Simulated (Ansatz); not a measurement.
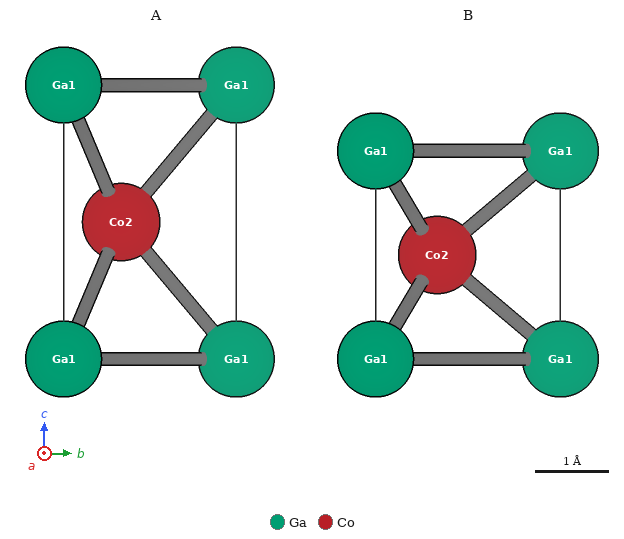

Two geometries of a crystal of GaCo (built on the tungsten carbide_187 type) (coarse preliminary run), drawn at one scale. One is the start of a relaxation, the other its converged end. Style: ball-and-stick. Shown: the cell of the calculation, along the a axis.

Method: DFT PBE, scalar-relativistic, plane waves, PAW in Ansatz 0.2.0. (plane-wave cutoff 420 eV; k-point mesh 6 × 6 × 6; occupations gaussian; smearing width 0.1 eV; collinear spin; cell and atoms relaxed; force threshold 0.04 eV/Å; at most 70 steps)

Q: Which of the two is the end point?

A: Structure A is the relaxed one. Case: tungsten carbide type (P-6m2, No. 187). The energy falls by 0.982 eV per cell of the calculation in 12 accepted moves (16 points after the start). All forces vanish by symmetry, so only the cell relaxes. The pressure goes from 48.50 to 0.02 GPa. The line search rejected the trial step at point 5 of the run. The SCF was repeated 3 times at an unchanged geometry on a basis and grid sized afresh for the cell, which shifted the energy by 96.1 meV per cell of the calculation at most. No atom moves by more than 0.005 Å relative to the cell. The drawn cell changes as follows: a = b 2.962 → 2.768 Å (−6.6 %), c 2.889 → 3.804 Å (+31.7 %); the volume changes by +15.0 %. Near-neighbour distances that change, for instance: Ga1–Co2 2.239 → 2.484 Å, Ga1–Ga1 2.962 → 2.768 Å, Co2–Co2 2.962 → 2.768 Å. The space group stays P-6m2 (No. 187).
